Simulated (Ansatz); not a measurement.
```cif
data_structure
_symmetry_space_group_name_H-M 'P 1'
_symmetry_Int_Tables_number 1
_cell_length_a 3.0780
_cell_length_b 3.0780
_cell_length_c 5.2563
_cell_angle_alpha 102.666
_cell_angle_beta 102.666
_cell_angle_gamma 62.732
_cell_volume 42.78
loop_
_atom_site_label
_atom_site_type_symbol
_atom_site_fract_x
_atom_site_fract_y
_atom_site_fract_z
_atom_site_occupancy
Fe1 Fe 0.50000 0.50000 0.50000 1
Fe2 Fe 0.00000 0.00000 0.00000 1
O1 O 0.75000 0.75000 0.25000 1
O2 O 0.25000 0.25000 0.75000 1
```

Space group I4/mmm; a structure from a database of computed crystals, not necessarily the ambient phase; computed pressure about −9 GPa in this cell; spin-polarised.

Computed with DFT PBE, scalar-relativistic, plane waves, PAW (Ansatz 0.2.0).

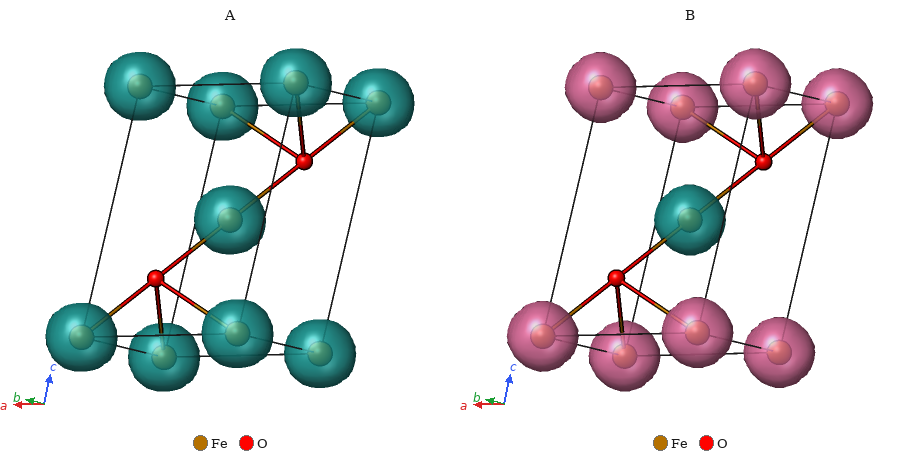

FeO. Spin density of two self-consistent states of the same cell, at +0.6 (teal) and −0.6 e/Å³ (pink).

The density is the valence pseudo-density of a PAW calculation; it isn't the true density close to the nuclei.

Which magnetic state is the more stable, and how do they differ?

Answer. State A: parallel main moments (a ferromagnetic arrangement) in this solution; Fe: +3.4 μB (×2) in one cell of 4 atoms, with smaller moments on O (up to +0.31 μB). State B: antiferromagnetic in this solution, which needn't be the ground state, with some nearest magnetic neighbours parallel and some opposed; Fe: +3.3 μB and −3.3 μB in one cell of 4 atoms. State A lies lower by 23 meV per atom.
